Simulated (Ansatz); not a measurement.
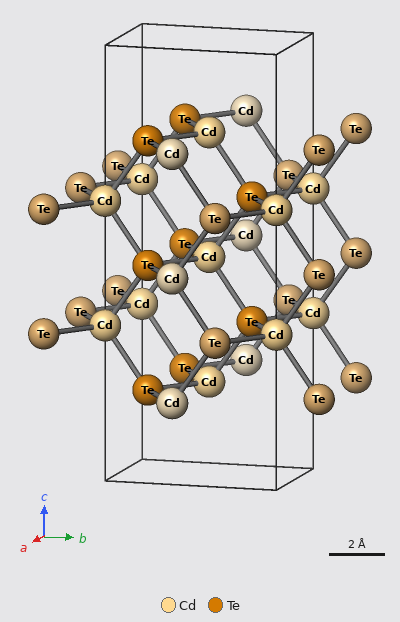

*The structure (ball-and-stick view of the cell of the calculation, with the vacuum cut short, seen slightly off an axis; neighbours outside the cell are drawn fainter).*

Near neighbours in the crystal (not all of them lie inside the picture): Cd has 3 Te at 2.87 Å; Te has 3 Cd at 2.87 Å; Cd has 4 Te at 2.87 Å; Te has 4 Cd at 2.87 Å.

**CdTe: single-point calculation**

- system: CdTe (slab, 10 atoms in the cell)
- method: DFT PBE, scalar-relativistic, plane waves, PAW, no spin polarisation (Ansatz 0.2.0)

The structure derives from a Materials Project entry. It belongs to a series of runs on one base structure; here: (1 1 0) slab cut from the bulk. Figures and captions count atoms from 1; the log counts them from 0 in places.

## The program's output
```
Engine: ansatz 0.2.0, x86_64-unknown-linux-gnu
Pseudopotentials: kind: paw
Pseudopotential: Cd, paw, valence charge 20, recommended cutoff 420 eV (normal), Cd.paw.azcp
Pseudopotential: Te, paw, valence charge 16, recommended cutoff 420 eV (normal), Te.paw.azcp
Functional definition: PBE
  parameter kappa = 0.804
  parameter beta = 0.06672455060314922
  exchange = pbe_x(kappa = kappa, mu = beta*pi^2/3)
  correlation = pbe_c(beta = beta)
Crystal: 10 atoms, lattice volume = 754.745 Å³
Basis set: ecut = 420 eV, 14717 PW (Γ), exchange–correlation on 64×90×360 points (8 copies of the dense FFT grid, shifted against one another)
Bands: 108, of which v1, the nominal top of the filled ones, is band 90 counted from 1 (89 counted from 0)
Symmetry: 2 space group operations
k-points: 15 of 40 (time reversal used)
Non-local potential: Cd, projectors of the file, l = 0: 3, l = 1: 2, l = 2: 2, l = 3: 1
Non-local potential: Te, projectors of the file, l = 0: 2, l = 1: 2, l = 2: 2, l = 3: 2
PAW form: soft (Blöchl's): semilocal exchange-correlation on the pseudo side does not see the compensation charge
PAW one-centre angular grid: Cd, 590 points (default); XC on 64 Gauss nodes
PAW one-centre angular grid: Te, 590 points (default); XC on 64 Gauss nodes
Initial density: superposition of atomic densities (neutral atoms: chi_scale 0, normalization atom), corrected by the library's trained network
Initial wavefunctions: pseudopotential atomic-orbital guess
Functional: x = pbe(κ = 0.804, μ = 0.2195149727645171), c = pbe(β = 0.06672455060314922)
SCF iter   1: F=—  HF=-76175.053821 eV  |F-HF|=—  |Δ(HF+E_count)|=         —  Δρ=1.03e-3  dr2=3.18e-2  ethr=1.77e-3  p=0.000 e·Å  D=1.36e-13 V/Å  ΔV_dip=-0.00 eV  dr2_dipole=7.34e-7  V_vac-E_F(+/−)=4.62/4.62 eV  ⟨swp⟩=9.5  Hψ=7450  notcnv=0  defer=64
efield: sawtooth ramp at fractional position 0.9800 (placed from the atoms, in the widest stretch of the axis that holds none; the zero of the levels goes with the place), width 0.0400; the density the first Hamiltonian is built on has a dipole p = 0.000 e·Å; the dipole correction subtracts the counter field D = 1.36e-13 V/Å, which shifts the + side's vacuum level by -0.00 eV against the − side's; the planar-averaged density in the ramp window peaks in size at 1.4e-5 e/Å³
preconditioner: auto → Resta (q_TF=auto, 2.149 Å⁻¹)  ε∞=2.5  [insulator: Δε(μ)=0.678 eV  Ē_g=10.466 eV  σ=0.050 eV  W_gap=1.00  n_scr=130 (ndim 8)  ℏωp=12.8 eV  f_vac=0.535  D(μ)=0.00/eV (n_scr^D=0)  ε∞_Penn≈2.5  vacuum switching on, ρ_ref=7.9e-3 e/Å³]
SCF iter   2: F=—  HF=-76175.053034 eV  |F-HF|=—  |Δ(HF+E_count)|=   7.87e-4  Δρ=5.00e-4  dr2=6.90e-3  ethr=1.76e-5  p=-0.001 e·Å  D=-1.33e-4 V/Å  ΔV_dip=0.00 eV  dr2_dipole=2.53e-6  V_vac-E_F(+/−)=4.68/4.68 eV  ⟨swp⟩=2.1  Hψ=2338  notcnv=0  defer=165
SCF iter   3: F=—  HF=-76175.052950 eV  |F-HF|=—  |Δ(HF+E_count)|=   8.38e-5  Δρ=2.57e-4  dr2=1.19e-3  ethr=3.83e-6  p=0.000 e·Å  D=1.02e-4 V/Å  ΔV_dip=-0.00 eV  dr2_dipole=1.88e-6  V_vac-E_F(+/−)=4.62/4.63 eV  ⟨swp⟩=2.0  Hψ=1676  notcnv=0  defer=165
SCF iter   4: F=—  HF=-76175.053386 eV  |F-HF|=—  |Δ(HF+E_count)|=   4.36e-4  Δρ=9.15e-5  dr2=8.07e-5  ethr=6.62e-7  p=-0.001 e·Å  D=-1.38e-4 V/Å  ΔV_dip=0.00 eV  dr2_dipole=3.11e-6  V_vac-E_F(+/−)=4.62/4.62 eV  ⟨swp⟩=2.0  Hψ=2145  notcnv=0  defer=165
SCF iter   5: F=—  HF=-76175.053566 eV  |F-HF|=—  |Δ(HF+E_count)|=   1.79e-4  Δρ=3.71e-5  dr2=2.82e-5  ethr=4.49e-8  p=0.001 e·Å  D=2.49e-4 V/Å  ΔV_dip=-0.01 eV  dr2_dipole=1.03e-5  V_vac-E_F(+/−)=4.61/4.62 eV  ⟨swp⟩=2.0  Hψ=2108  notcnv=0  defer=166
SCF iter   6: F=—  HF=-76175.053587 eV  |F-HF|=—  |Δ(HF+E_count)|=   2.07e-5  Δρ=1.82e-5  dr2=2.74e-5  ethr=1.57e-8  p=-0.001 e·Å  D=-3.41e-4 V/Å  ΔV_dip=0.01 eV  dr2_dipole=1.90e-5  V_vac-E_F(+/−)=4.62/4.61 eV  ⟨swp⟩=2.5  Hψ=2307  notcnv=0  defer=166
SCF iter   7: F=—  HF=-76175.053584 eV  |F-HF|=—  |Δ(HF+E_count)|=   2.46e-6  Δρ=8.09e-6  dr2=1.13e-6  ethr=1.52e-8  p=-0.000 e·Å  D=-4.41e-5 V/Å  ΔV_dip=0.00 eV  dr2_dipole=3.26e-7  V_vac-E_F(+/−)=4.62/4.61 eV  ⟨swp⟩=2.0  Hψ=1622  notcnv=0  defer=166
SCF iter   8: F=—  HF=-76175.053585 eV  |F-HF|=—  |Δ(HF+E_count)|=   1.21e-6  Δρ=3.24e-6  dr2=1.10e-7  ethr=6.28e-10  p=-0.000 e·Å  D=-7.56e-6 V/Å  ΔV_dip=0.00 eV  dr2_dipole=8.15e-9  V_vac-E_F(+/−)=4.62/4.61 eV  ⟨swp⟩=2.0  Hψ=2140  notcnv=0  defer=166
SCF iter   9: F=-76175.053585 eV  HF=-76175.053585 eV  |F-HF|=1.66e-8  |Δ(HF+E_count)|=   1.55e-7  Δρ=9.52e-7  dr2=8.77e-9  ethr=5.56e-11  p=-0.000 e·Å  D=-6.33e-7 V/Å  ΔV_dip=0.00 eV  dr2_dipole=2.03e-11  V_vac-E_F(+/−)=4.62/4.62 eV  ⟨swp⟩=13.9  Hψ=7958  notcnv=0
SCF 1 converged in 9 iterations: F = -76175.053585 eV  dr2 = 8.77e-9
  greatest PAW one-centre occupation: 1.000 electrons in one spin orbital (limit 2), on the Cd atom at site 6 (counted from 0), in its partial waves of l = 0
SCF converged after 9 iterations
Free energy (F): -76175.053585 eV
Harris-Foulkes:  -76175.053585 eV  (|F-HF|=1.66e-8)
Internal energy: -76175.053585 eV  (E = F + TS)
E sigma→0 (E₀):  -76175.053585 eV
Fermi energy:    0.930127 eV
Dipole field:    D = 0.000002 V/Å  (p = 0.000010 e·Å, saw-weighted, corrected)
Work function:   Φ+ = 4.6152 eV   Φ− = 4.6153 eV
Levels:          The Fermi level and band energies are counted from a zero that moves with the ramp; work functions are not
--- Per-component energies (eV) ---
  E_band       = -5148.822164
  E_kinetic    = 3420.581673
  E_local      = -134850.747493  (includes V_loc(G=0)·N_el)
  E_nonlocal   = -1384.006914
  E_hartree    = 66945.953058
  E_xc         = -1499.880797
  E_vxc        = -1621.431291  (∫ρ·V_xc dr)
  E_paw        = -43730.369598  (= ΣΔE_a)
  E_vpaw       = -4605.134616  (= ΣTr[D̂ρ^β])
  E_aug_tail   = -0.000800  (compensation charges beyond the density's cutoff)
  E_efield     = 0.000000  (sawtooth field / dipole correction)
  E_vefield    = 0.000000  (∫n·V_field dr)
  E_ewald      = 34923.417284
  E_smearing   = -0.000000  (= −TS)
  E_closure    = -0.000000  (closes the sum)
  Σ components = -76175.053585   (vs F -76175.053585, Δ=0.00e0)
--- Forces (eV/Å), atoms counted from 1 ---
  atom   1  Cd     0.00000000    -0.73873662     0.71594156
  atom   2  Te    -0.00000000     0.34091680    -0.64111202
  atom   3  Cd    -0.00000000     0.19484685     0.02004016
  atom   4  Te    -0.00000000     0.28429546    -0.17811479
  atom   5  Cd     0.00000000    -0.20504683     0.00000221
  atom   6  Te    -0.00000000     0.04240283    -0.00000237
  atom   7  Cd    -0.00000000     0.19484707    -0.02003429
  atom   8  Te    -0.00000000     0.28429497     0.17810879
  atom   9  Cd     0.00000000    -0.73873976    -0.71593921
  atom  10  Te     0.00000000     0.34091642     0.64110992
  max |Σ_I F_I| component: 2.80e-6 eV/Å
--- Stress (GPa, compression-positive) ---
       -0.497953       0.000000       0.000000
        0.000000      -0.414384      -0.000003
        0.000000      -0.000003       0.008222
  P = ⅓ Tr σ = -0.3014 GPa (-3.014 kbar)
--- Band table (eV; the first three rows and the last of 15) ---
  k-point 0: bands = ["-101.5456", "-101.5455", "-101.4601", "-101.3408", "-101.3408", "-62.6731", "-62.6731", "-62.5838", "-62.5837", "-62.5666", "-62.5666", "-62.5261", "-62.5251", "-62.5150", "-62.4081", "-62.4081", "-62.4053", "-62.4053", "-62.3943", "-62.3943", "-35.4125", "-35.4123", "-35.4060", "-35.4059", "-35.4024", "-35.4023", "-35.3880", "-35.3880", "-35.3839", "-35.3839", "-35.2515", "-35.2480", "-35.2412", "-35.2355", "-35.2354", "-34.9886", "-34.9886", "-34.9874", "-34.9874", "-34.8766", "-34.8766", "-34.8683", "-34.8683", "-34.8351", "-34.8351", "-10.1826", "-10.0303", "-9.8191", "-9.4457", "-9.4455", "-7.5428", "-7.5409", "-7.5327", "-7.5030", "-7.5019", "-7.4926", "-7.4760", "-7.4561", "-7.4491", "-7.4386", "-7.4131", "-7.4076", "-7.4048", "-7.3676", "-7.3638", "-7.3447", "-7.3269", "-7.3017", "-7.2432", "-7.2375", "-7.2268", "-7.2257", "-7.0778", "-6.9149", "-6.8557", "-3.3300", "-3.0310", "-2.5636", "-1.5677", "-1.4192", "-1.3110", "-0.9110", "-0.6069", "-0.4998", "-0.4683", "0.0524", "0.2928", "0.4197", "0.4649", "0.5698", "1.2905", "2.1294", "3.0864", "3.4302", "3.5780", "3.9102", "4.2920", "4.5389", "5.0656", "5.3906", "5.4098", "5.4133", "5.6284", "5.7087", "5.8804", "5.9097", "6.1720", "6.4865"]
  k-point 1: bands = ["-101.5456", "-101.5455", "-101.4601", "-101.3408", "-101.3408", "-62.6731", "-62.6731", "-62.5838", "-62.5837", "-62.5666", "-62.5666", "-62.5261", "-62.5251", "-62.5150", "-62.4081", "-62.4081", "-62.4053", "-62.4053", "-62.3943", "-62.3943", "-35.4125", "-35.4123", "-35.4060", "-35.4059", "-35.4024", "-35.4023", "-35.3880", "-35.3880", "-35.3839", "-35.3839", "-35.2515", "-35.2480", "-35.2412", "-35.2355", "-35.2354", "-34.9886", "-34.9886", "-34.9874", "-34.9874", "-34.8766", "-34.8766", "-34.8683", "-34.8683", "-34.8351", "-34.8351", "-10.1506", "-10.0222", "-9.8421", "-9.4500", "-9.4494", "-7.5407", "-7.5399", "-7.5293", "-7.5086", "-7.5000", "-7.4767", "-7.4707", "-7.4546", "-7.4447", "-7.4296", "-7.4174", "-7.4107", "-7.4080", "-7.3673", "-7.3654", "-7.3494", "-7.3209", "-7.2778", "-7.2436", "-7.2353", "-7.2268", "-7.2254", "-7.0735", "-6.9542", "-6.9350", "-3.1778", "-3.0659", "-2.7327", "-1.8784", "-1.1759", "-1.0758", "-0.8010", "-0.7444", "-0.4286", "-0.3344", "0.0547", "0.2363", "0.3348", "0.3962", "0.4820", "1.7701", "2.0515", "2.8434", "3.3514", "3.4591", "3.8674", "4.1609", "4.5702", "5.1990", "5.4153", "5.5173", "5.6587", "5.6898", "5.9021", "5.9066", "6.0109", "6.3695", "6.4413"]
  k-point 2: bands = ["-101.5456", "-101.5455", "-101.4601", "-101.3408", "-101.3408", "-62.6731", "-62.6731", "-62.5838", "-62.5837", "-62.5666", "-62.5666", "-62.5261", "-62.5251", "-62.5150", "-62.4081", "-62.4081", "-62.4053", "-62.4053", "-62.3943", "-62.3943", "-35.4125", "-35.4123", "-35.4060", "-35.4059", "-35.4024", "-35.4023", "-35.3880", "-35.3880", "-35.3839", "-35.3839", "-35.2515", "-35.2480", "-35.2412", "-35.2355", "-35.2354", "-34.9886", "-34.9886", "-34.9874", "-34.9874", "-34.8766", "-34.8766", "-34.8683", "-34.8683", "-34.8351", "-34.8351", "-10.0804", "-10.0087", "-9.8980", "-9.4578", "-9.4551", "-7.5383", "-7.5382", "-7.5225", "-7.5109", "-7.4942", "-7.4767", "-7.4691", "-7.4400", "-7.4389", "-7.4247", "-7.4211", "-7.4154", "-7.3719", "-7.3709", "-7.3592", "-7.3563", "-7.3132", "-7.2376", "-7.2320", "-7.2300", "-7.2249", "-7.2021", "-7.1488", "-7.0481", "-7.0116", "-3.1776", "-3.0576", "-2.4792", "-2.2957", "-1.6480", "-0.5890", "-0.4986", "-0.3706", "-0.2574", "-0.1402", "-0.0760", "0.1339", "0.1410", "0.2647", "0.3273", "2.0292", "2.0923", "2.8515", "2.9734", "3.3990", "3.9313", "4.0974", "4.5308", "5.1678", "5.3466", "5.7745", "5.9376", "6.0213", "6.0597", "6.0802", "6.2052", "6.3786", "6.4948"]
  k-point 14: bands = ["-101.5456", "-101.5455", "-101.4601", "-101.3408", "-101.3408", "-62.6731", "-62.6731", "-62.5838", "-62.5837", "-62.5666", "-62.5666", "-62.5261", "-62.5251", "-62.5150", "-62.4081", "-62.4081", "-62.4053", "-62.4053", "-62.3943", "-62.3943", "-35.4124", "-35.4122", "-35.4060", "-35.4059", "-35.4024", "-35.4024", "-35.3882", "-35.3882", "-35.3837", "-35.3837", "-35.2516", "-35.2477", "-35.2412", "-35.2354", "-35.2354", "-34.9883", "-34.9883", "-34.9876", "-34.9876", "-34.8765", "-34.8765", "-34.8684", "-34.8684", "-34.8350", "-34.8350", "-9.9519", "-9.9006", "-9.8070", "-9.3646", "-9.3621", "-7.5298", "-7.5155", "-7.4939", "-7.4932", "-7.4408", "-7.4372", "-7.4365", "-7.4361", "-7.4148", "-7.4143", "-7.3999", "-7.3937", "-7.3871", "-7.3837", "-7.3383", "-7.3093", "-7.2648", "-7.2459", "-7.2149", "-7.2140", "-7.0089", "-6.9575", "-6.9376", "-6.8588", "-6.8405", "-3.3582", "-3.3517", "-3.2391", "-3.0277", "-2.9838", "-1.3272", "-1.2689", "-1.1102", "-1.1006", "-0.6570", "-0.5145", "-0.4580", "-0.4028", "0.0764", "0.3990", "1.8560", "2.3888", "3.2220", "3.7985", "4.0249", "4.8202", "4.9975", "5.0067", "5.4666", "5.5521", "5.9858", "6.0731", "6.3039", "6.3105", "6.3541", "6.8726", "6.8803", "7.1051"]
```

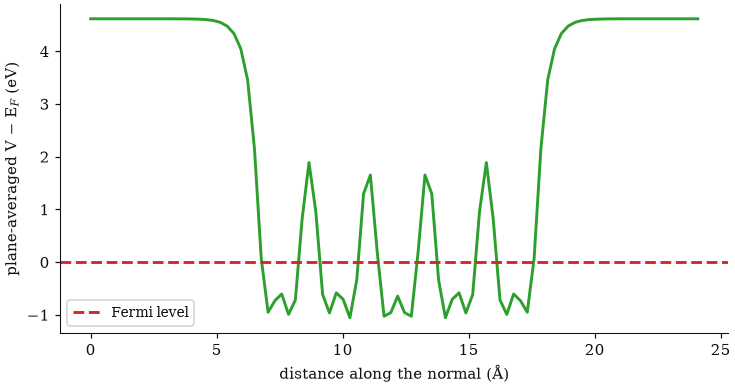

*Plane average of the electrostatic potential energy of an electron across the cell, from the Fermi level.*

The vacuum level lies 4.62 eV above the Fermi level.

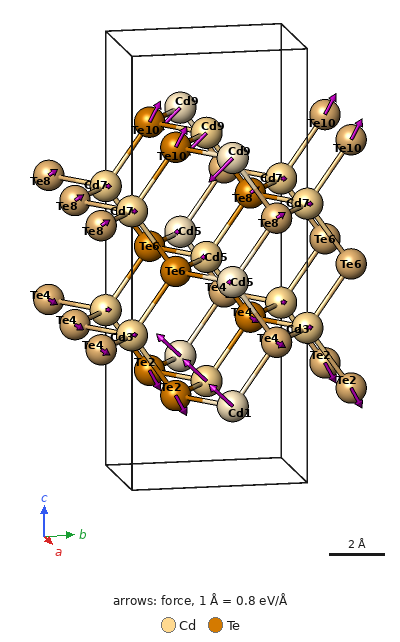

*Forces on the atoms as pink arrows (ball-and-stick view of the cell of the calculation, with the vacuum cut short, seen slightly off an axis; neighbours outside the cell are drawn fainter; atoms are numbered from 1 in the order of the input); the smallest are left out.*

The largest act on Cd1, Cd9 (1.03 eV/Å); Te2, Te10 (0.73 eV/Å); Te4, Te8 (0.34 eV/Å). The geometry is not a stationary point of this energy.

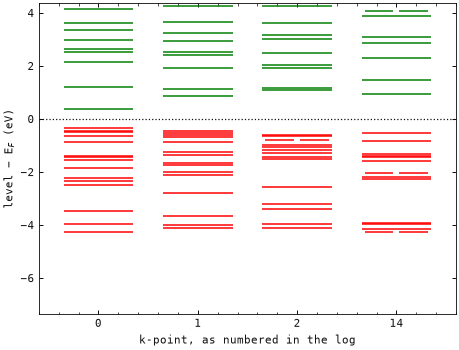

*Kohn–Sham levels near the Fermi level (dotted) at the few k-points that the log prints; levels within 0.02 eV of each other stand side by side.*

Among these points the highest filled and lowest empty levels are 0.72 eV apart, which is the gap on the mesh.

This output came from the following input.

## Input
```yaml
crystal:
  lattice:
    - [4.6805252842, 0.0, 0.0]
    - [0.0, 6.619262336, 0.0]
    - [0.0, 0.0, 24.3610505685]
  atoms:
    - { symbol: Cd, position: [0.5, 0.5, 0.307868496] }
    - { symbol: Te, position: [0.0, 0.25, 0.307868496] }
    - { symbol: Cd, position: [0.0, 0.0, 0.403934248] }
    - { symbol: Te, position: [0.5, 0.75, 0.403934248] }
    - { symbol: Cd, position: [0.5, 0.5, 0.5] }
    - { symbol: Te, position: [0.0, 0.25, 0.5] }
    - { symbol: Cd, position: [0.0, 0.0, 0.596065752] }
    - { symbol: Te, position: [0.5, 0.75, 0.596065752] }
    - { symbol: Cd, position: [0.5, 0.5, 0.692131504] }
    - { symbol: Te, position: [0.0, 0.25, 0.692131504] }
basis:
  ecutwfc: 420
kpoints:
  mp_grid: { grid: [8, 5, 1] }
hamiltonian:
  xc: pbe
scf:
  occupations: { method: gaussian, width: 0.05 }
output:
  forces: true
  stress: true
  eigenvalues: true
efield:
  axis: 3
  dipole_correction: true
  ramp_width: 0.04
```

Launch command:
```bash
ansatz run input.yaml --threads 4 --pin off --max-ram 8192MiB --backend cpu --events-out ev --progress --plain --runs-dir out
```

## Summary

```csv
quantity,value
outcome,converged
electrons treated,180
free energy,−76175.0536 eV
"work function, top face",4.62 eV
"work function, bottom face",4.62 eV
Fermi energy,0.930 eV
gap on the k-point mesh,0.72 eV
work function (upper face),4.62 eV
largest force (length of the vector),1.029 eV/Å
hardware,"4 threads of Intel Xeon (Granite Rapids), 192 GiB of memory available, shared host"
wall time,20 s (CPU time 78 s)
peak memory,2.3 GiB
```
